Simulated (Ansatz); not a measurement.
## CaF₂: geometry relaxation (part 3 of 3)

CaF₂ (slab, 24 atoms in the cell); DFT PBE+D3(BJ), scalar-relativistic, plane waves, PAW, no spin polarisation (Ansatz 0.2.0); cutoff 420 eV, 2×3×1 k-mesh, Gaussian smearing of 0.05 eV. The structure derives from an entry of the Crystallography Open Database. The input holds or restrains some coordinates. Forces given for the steps count only the free coordinates. It belongs to a series of runs on one base structure; here: clean slab, lower planes held.

**Output, continued**
```
  k-point 3: bands = ["-40.1791", "-40.1791", "-39.7730", "-39.7730", "-39.4510", "-39.4510", "-39.2149", "-39.2149", "-23.6365", "-23.6365", "-23.4973", "-23.4973", "-23.1318", "-23.1318", "-22.9552", "-22.9552", "-22.7337", "-22.7337", "-22.6476", "-22.6476", "-22.4166", "-22.4166", "-22.3690", "-22.3690", "-21.1651", "-21.1651", "-20.9372", "-20.9372", "-20.7790", "-20.7790", "-20.7444", "-20.7444", "-20.6183", "-20.6183", "-20.4642", "-20.4642", "-20.3114", "-20.3114", "-20.2263", "-20.2263", "-20.1699", "-20.1699", "-19.9941", "-19.9941", "-19.9615", "-19.9615", "-19.9604", "-19.9604", "-5.3841", "-5.3841", "-5.3365", "-5.3365", "-5.3275", "-5.3275", "-5.1449", "-5.1449", "-5.1306", "-5.1306", "-4.8299", "-4.8299", "-4.6368", "-4.6368", "-4.6073", "-4.6073", "-4.4864", "-4.4864", "-4.4309", "-4.4309", "-4.3914", "-4.3914", "-4.3005", "-4.3005", "-4.2438", "-4.2438", "-4.0000", "-4.0000", "-3.9147", "-3.9147", "-3.8256", "-3.8256", "-3.7442", "-3.7442", "-3.6558", "-3.6558", "-3.5949", "-3.5949", "-3.5426", "-3.5426", "-3.4689", "-3.4689", "-3.4539", "-3.4539", "-3.2254", "-3.2254", "-3.1918", "-3.1918", "3.2679", "3.2679", "3.9834", "3.9834", "4.5547", "4.5547", "4.8614", "4.8614", "4.9557", "4.9557", "5.0283", "5.0283", "5.1430", "5.1430", "5.3608", "5.3608", "5.6227", "5.6227", "5.7123", "5.7123", "5.7688", "5.7688", "5.8780", "5.8780"]
--- Relaxed structure (7 steps of the walk, 7 accepted, 0 SCFs on fresh bases) ---
  F+E_penalty+E_count = -27517.70067568 eV   max|allowed force component| = 1.705e-3 eV/Å
  atoms:
    - { symbol: Ca, position: [0.25, 0.5, 0.3669541848] }
    - { symbol: Ca, position: [0.75, 0.5, 0.3669541848] }
    - { symbol: F, position: [0.5, 0.75, 0.3669541848] }
    - { symbol: F, position: [0.0, 0.75, 0.3669541848] }
    - { symbol: F, position: [0.5, 0.25, 0.3669541848] }
    - { symbol: F, position: [0.0, 0.25, 0.3669541848] }
    - { symbol: Ca, position: [0.5, 0.0, 0.45565139489999995] }
    - { symbol: Ca, position: [0.0, 0.0, 0.45565139489999995] }
    - { symbol: F, position: [0.75, 0.25, 0.45565139489999995] }
    - { symbol: F, position: [0.25, 0.25, 0.45565139489999995] }
    - { symbol: F, position: [0.75, 0.75, 0.45565139489999995] }
    - { symbol: F, position: [0.25, 0.75, 0.45565139489999995] }
    - { symbol: Ca, position: [0.75, 0.5, 0.5487658601248738] }
    - { symbol: Ca, position: [0.25, 0.5, 0.5487658601248738] }
    - { symbol: F, position: [-6.224900312364779e-36, 0.7487728125349352, 0.54442850836625] }
    - { symbol: F, position: [0.5, 0.7487728125349352, 0.54442850836625] }
    - { symbol: F, position: [6.224900312364779e-36, 0.2512271874650648, 0.54442850836625] }
    - { symbol: F, position: [0.5, 0.2512271874650648, 0.54442850836625] }
    - { symbol: Ca, position: [1.9919680999567293e-34, -4.5073092844253477e-33, 0.6266808407425658] }
    - { symbol: Ca, position: [0.5, -4.5073092844253477e-33, 0.6266808407425658] }
    - { symbol: F, position: [0.25, 0.23826636858024944, 0.6348145108078814] }
    - { symbol: F, position: [0.75, 0.23826636858024944, 0.6348145108078814] }
    - { symbol: F, position: [0.25, 0.7617336314197504, 0.6348145108078814] }
    - { symbol: F, position: [0.75, 0.7617336314197504, 0.6348145108078814] }
```

**Trajectory as extended XYZ (Å, eV, eV/Å), 4 of the 7 frames kept, from step=1 to step=7**
```
24
Lattice="7.7348 0.0000 0.0000 0.0000 5.4693 0.0000 0.0000 0.0000 21.8011" Properties=species:S:1:pos:R:3:forces:R:3 step=1 energy=-27517.38033
Ca    1.9337    2.7347    8.0000    0.0000   0.0000   1.3014
Ca    5.8011    2.7347    8.0000    0.0000   0.0000   1.3014
F     3.8674    4.1020    8.0000    0.0000  -0.5619  -0.4202
F     0.0000    4.1020    8.0000    0.0000  -0.5619  -0.4202
F     3.8674    1.3673    8.0000    0.0000   0.5619  -0.4202
F     0.0000    1.3673    8.0000    0.0000   0.5619  -0.4202
Ca    3.8674    0.0000    9.9337    0.0000   0.0000  -0.3652
Ca    0.0000    0.0000    9.9337    0.0000   0.0000  -0.3652
F     5.8011    1.3673    9.9337    0.0000   0.1370  -0.1212
F     1.9337    1.3673    9.9337    0.0000   0.1370  -0.1212
F     5.8011    4.1020    9.9337    0.0000  -0.1370  -0.1212
F     1.9337    4.1020    9.9337    0.0000  -0.1370  -0.1212
Ca    5.8011    2.7347   11.8674    0.0000   0.0000   0.3652
Ca    1.9337    2.7347   11.8674    0.0000   0.0000   0.3652
F     0.0000    4.1020   11.8674    0.0000   0.1370   0.1212
F     3.8674    4.1020   11.8674    0.0000   0.1370   0.1212
F     0.0000    1.3673   11.8674    0.0000  -0.1370   0.1212
F     3.8674    1.3673   11.8674    0.0000  -0.1370   0.1212
Ca    0.0000    0.0000   13.8011    0.0000   0.0000  -1.3014
Ca    3.8674    0.0000   13.8011    0.0000   0.0000  -1.3014
F     1.9337    1.3673   13.8011    0.0000  -0.5619   0.4202
F     5.8011    1.3673   13.8011    0.0000  -0.5619   0.4202
F     1.9337    4.1020   13.8011    0.0000   0.5619   0.4202
F     5.8011    4.1020   13.8011    0.0000   0.5619   0.4202
24
Lattice="7.7348 0.0000 0.0000 0.0000 5.4693 0.0000 0.0000 0.0000 21.8011" Properties=species:S:1:pos:R:3:forces:R:3 step=3 energy=-27517.69528
Ca    1.9337    2.7347    8.0000    0.0000   0.0000   1.3353
Ca    5.8011    2.7347    8.0000    0.0000   0.0000   1.3353
F     3.8674    4.1020    8.0000    0.0000  -0.5514  -0.4144
F     0.0000    4.1020    8.0000    0.0000  -0.5514  -0.4144
F     3.8674    1.3673    8.0000    0.0000   0.5514  -0.4144
F     0.0000    1.3673    8.0000    0.0000   0.5514  -0.4144
Ca    3.8674    0.0000    9.9337    0.0000   0.0000  -0.6428
Ca    0.0000    0.0000    9.9337    0.0000   0.0000  -0.6428
F     5.8011    1.3673    9.9337    0.0000   0.1531   0.0126
F     1.9337    1.3673    9.9337    0.0000   0.1531   0.0126
F     5.8011    4.1020    9.9337    0.0000  -0.1531   0.0126
F     1.9337    4.1020    9.9337    0.0000  -0.1531   0.0126
Ca    5.8011    2.7347   11.9396    0.0000   0.0000   0.1203
Ca    1.9337    2.7347   11.9396    0.0000   0.0000   0.1203
F     0.0000    4.0929   11.8519    0.0000   0.0228   0.0641
F     3.8674    4.0929   11.8519    0.0000   0.0228   0.0641
F     0.0000    1.3765   11.8519    0.0000  -0.0228   0.0641
F     3.8674    1.3765   11.8519    0.0000  -0.0228   0.0641
Ca    0.0000    0.0000   13.6593    0.0000   0.0000  -0.0350
Ca    3.8674    0.0000   13.6593    0.0000   0.0000  -0.0350
F     1.9337    1.2982   13.8378    0.0000   0.0485  -0.0511
F     5.8011    1.2982   13.8378    0.0000   0.0485  -0.0511
F     1.9337    4.1711   13.8378    0.0000  -0.0485  -0.0511
F     5.8011    4.1711   13.8378    0.0000  -0.0485  -0.0511
24
Lattice="7.7348 0.0000 0.0000 0.0000 5.4693 0.0000 0.0000 0.0000 21.8011" Properties=species:S:1:pos:R:3:forces:R:3 step=5 energy=-27517.70015
Ca    1.9337    2.7347    8.0000    0.0000   0.0000   1.3452
Ca    5.8011    2.7347    8.0000    0.0000   0.0000   1.3452
F     3.8674    4.1020    8.0000    0.0000  -0.5476  -0.4112
F     0.0000    4.1020    8.0000    0.0000  -0.5476  -0.4112
F     3.8674    1.3673    8.0000    0.0000   0.5476  -0.4112
F     0.0000    1.3673    8.0000    0.0000   0.5476  -0.4112
Ca    3.8674    0.0000    9.9337    0.0000   0.0000  -0.6101
Ca    0.0000    0.0000    9.9337    0.0000   0.0000  -0.6101
F     5.8011    1.3673    9.9337    0.0000   0.1519   0.0408
F     1.9337    1.3673    9.9337    0.0000   0.1519   0.0408
F     5.8011    4.1020    9.9337    0.0000  -0.1519   0.0408
F     1.9337    4.1020    9.9337    0.0000  -0.1519   0.0408
Ca    5.8011    2.7347   11.9573    0.0000   0.0000   0.0616
Ca    1.9337    2.7347   11.9573    0.0000   0.0000   0.0616
F     0.0000    4.0943   11.8695    0.0000   0.0039  -0.0350
F     3.8674    4.0943   11.8695    0.0000   0.0039  -0.0350
F     0.0000    1.3751   11.8695    0.0000  -0.0039  -0.0350
F     3.8674    1.3751   11.8695    0.0000  -0.0039  -0.0350
Ca    0.0000    0.0000   13.6586    0.0000   0.0000   0.0452
Ca    3.8674    0.0000   13.6586    0.0000   0.0000   0.0452
F     1.9337    1.3036   13.8377    0.0000  -0.0001  -0.0155
F     5.8011    1.3036   13.8377    0.0000  -0.0001  -0.0155
F     1.9337    4.1657   13.8377    0.0000   0.0001  -0.0155
F     5.8011    4.1657   13.8377    0.0000   0.0001  -0.0155
24
Lattice="7.7348 0.0000 0.0000 0.0000 5.4693 0.0000 0.0000 0.0000 21.8011" Properties=species:S:1:pos:R:3:forces:R:3 step=7 energy=-27517.70068
Ca    1.9337    2.7347    8.0000    0.0000   0.0000   1.3473
Ca    5.8011    2.7347    8.0000    0.0000   0.0000   1.3473
F     3.8674    4.1020    8.0000    0.0000  -0.5470  -0.4109
F     0.0000    4.1020    8.0000    0.0000  -0.5470  -0.4109
F     3.8674    1.3673    8.0000    0.0000   0.5470  -0.4109
F     0.0000    1.3673    8.0000    0.0000   0.5470  -0.4109
Ca    3.8674    0.0000    9.9337    0.0000   0.0000  -0.6243
Ca    0.0000    0.0000    9.9337    0.0000   0.0000  -0.6243
F     5.8011    1.3673    9.9337    0.0000   0.1543   0.0515
F     1.9337    1.3673    9.9337    0.0000   0.1543   0.0515
F     5.8011    4.1020    9.9337    0.0000  -0.1543   0.0515
F     1.9337    4.1020    9.9337    0.0000  -0.1543   0.0515
Ca    5.8011    2.7347   11.9637    0.0000   0.0000   0.0000
Ca    1.9337    2.7347   11.9637    0.0000   0.0000   0.0000
F     0.0000    4.0953   11.8691    0.0000  -0.0003  -0.0008
F     3.8674    4.0953   11.8691    0.0000  -0.0003  -0.0008
F     0.0000    1.3740   11.8691    0.0000   0.0003  -0.0008
F     3.8674    1.3740   11.8691    0.0000   0.0003  -0.0008
Ca    0.0000    0.0000   13.6623    0.0000   0.0000   0.0010
Ca    3.8674    0.0000   13.6623    0.0000   0.0000   0.0010
F     1.9337    1.3032   13.8396    0.0000   0.0015  -0.0017
F     5.8011    1.3032   13.8396    0.0000   0.0015  -0.0017
F     1.9337    4.1662   13.8396    0.0000  -0.0015  -0.0017
F     5.8011    4.1662   13.8396    0.0000  -0.0015  -0.0017
```

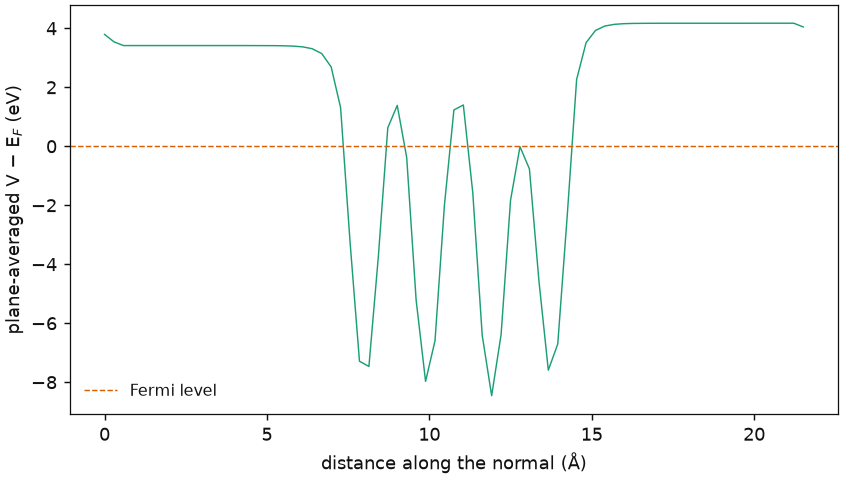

Figure 1. Plane average of the electrostatic potential energy of an electron across the cell, from the Fermi level. The vacuum level lies 4.17 eV above the Fermi level on the upper side and 3.41 eV on the lower.

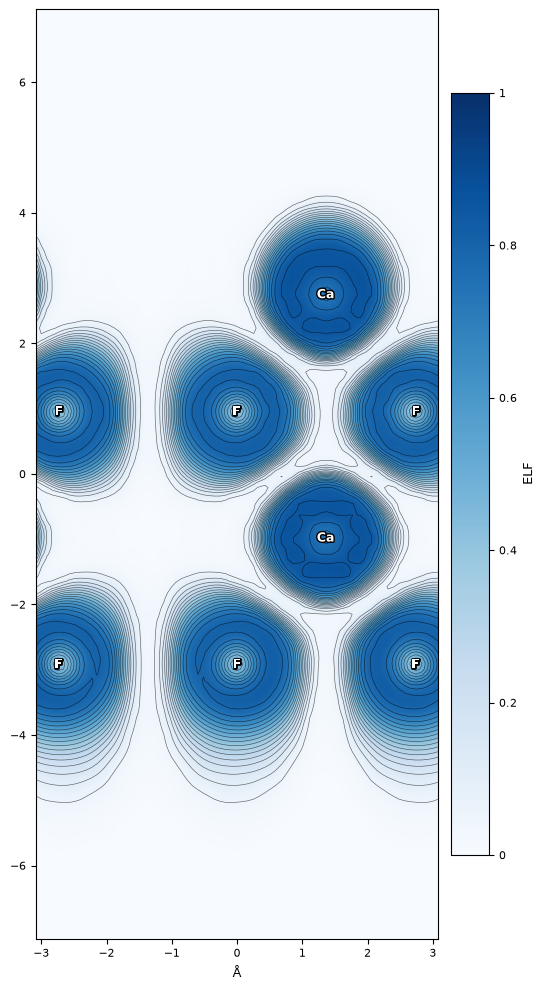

Figure 2. Electron localisation function on the (100) plane of the calculation cell, a cut from vacuum to vacuum. Atoms in the plane: F and Ca. Ca–F (2.26 Å): the ELF peaks at about 0.80 in the valence shell of F, 0.6 Å from its nucleus, and drops to about 0.10 between the two atoms, which marks two separate closed shells. Ca–F (2.37 Å): the ELF is about 0.05 at the midpoint (two separate closed shells). The strong features right at Ca lie inside the PAW spheres (semicore, d or f shells) and say nothing about bonding. The fields are those of the smooth PAW valence density.

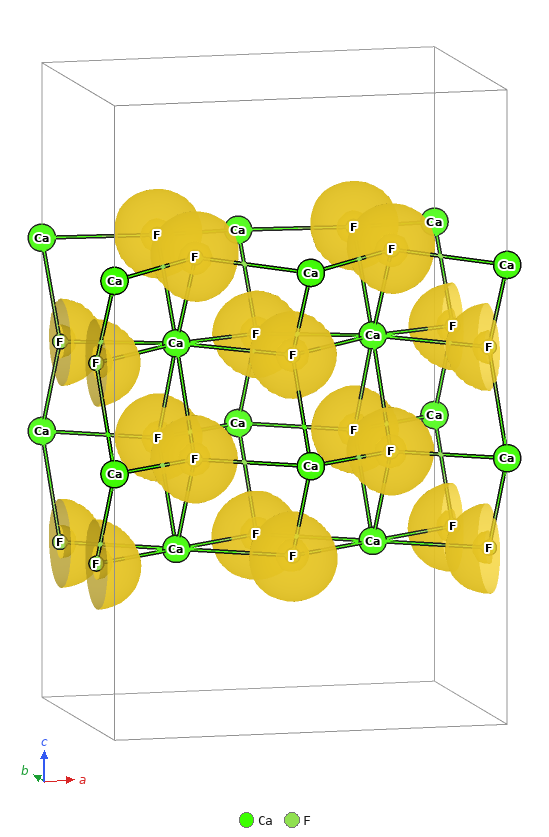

Figure 3. Isosurface of the electron localisation function at 0.7 (yellow), seen slightly off an axis. Only the valence region is drawn (cores and ρ < 0.01 e/Å³ removed). Sticks mark near contacts. Profiles from the grid: Ca–F (2.26 Å): the ELF peaks at about 0.80 in the valence shell of F, 0.6 Å from its nucleus, and drops to about 0.10 between the two atoms, as expected for ionic bonding with no shared pair.

The run was set up as follows.

**The input**
```yaml
crystal:
  lattice:
    - [7.7347822766, 0.0, 0.0]
    - [0.0, 5.4693169988, 0.0]
    - [0.0, 0.0, 21.8010867075]
  atoms:
    - { symbol: Ca, position: [0.25, 0.5, 0.3669541848] }
    - { symbol: Ca, position: [0.75, 0.5, 0.3669541848] }
    - { symbol: F, position: [0.5, 0.75, 0.3669541848] }
    - { symbol: F, position: [0.0, 0.75, 0.3669541848] }
    - { symbol: F, position: [0.5, 0.25, 0.3669541848] }
    - { symbol: F, position: [0.0, 0.25, 0.3669541848] }
    - { symbol: Ca, position: [0.5, 0.0, 0.4556513949] }
    - { symbol: Ca, position: [0.0, 0.0, 0.4556513949] }
    - { symbol: F, position: [0.75, 0.25, 0.4556513949] }
    - { symbol: F, position: [0.25, 0.25, 0.4556513949] }
    - { symbol: F, position: [0.75, 0.75, 0.4556513949] }
    - { symbol: F, position: [0.25, 0.75, 0.4556513949] }
    - { symbol: Ca, position: [0.75, 0.5, 0.5443486051] }
    - { symbol: Ca, position: [0.25, 0.5, 0.5443486051] }
    - { symbol: F, position: [0.0, 0.75, 0.5443486051] }
    - { symbol: F, position: [0.5, 0.75, 0.5443486051] }
    - { symbol: F, position: [0.0, 0.25, 0.5443486051] }
    - { symbol: F, position: [0.5, 0.25, 0.5443486051] }
    - { symbol: Ca, position: [0.0, 0.0, 0.6330458152] }
    - { symbol: Ca, position: [0.5, 0.0, 0.6330458152] }
    - { symbol: F, position: [0.25, 0.25, 0.6330458152] }
    - { symbol: F, position: [0.75, 0.25, 0.6330458152] }
    - { symbol: F, position: [0.25, 0.75, 0.6330458152] }
    - { symbol: F, position: [0.75, 0.75, 0.6330458152] }
basis:
  ecutwfc: 420
kpoints:
  mp_grid: { grid: [2, 3, 1] }
hamiltonian:
  xc: pbe
  dispersion: d3bj
scf:
  occupations: { method: gaussian, width: 0.05 }
output:
  forces: true
  eigenvalues: true
  write_density: true
  write_potential: true
  elf: true
  volumetric_format: npy
relax:
  adjacent_minimum: "off"
  f_tol: 0.03
  max_steps: 70
  constraints: [{ sites: [0, 1, 2, 3, 4, 5, 6, 7, 8, 9, 10, 11] }]
efield:
  axis: 3
  dipole_correction: true
  ramp_width: 0.04
```

Launch command:
```bash
ansatz run input.yaml --threads 4 --pin off --max-ram 10240MiB --backend cpu --events-out ev --progress --plain --runs-dir out
```

**Results in brief**

- outcome: converged under the restraints of the input
- electrons treated: 192
- free energy: −27517.7007 eV
- work function, top face: 4.17 eV
- work function, bottom face: 3.41 eV
- Fermi energy: −0.223 eV
- gap on the k-point mesh: 5.00 eV
- final volume: 922.27 Å³
- work function (upper face): 4.17 eV
- largest force (length of the vector) at the end, held atoms and coordinates included: 1.347 eV/Å
- hardware: 4 threads of Intel Xeon (Granite Rapids), 176 GiB of memory available, shared host
- wall time: 80 s (CPU time 4.2 min)
- peak memory: 1.9 GiB

The program warns: the exchange-correlation potential is rough where the density is thin.
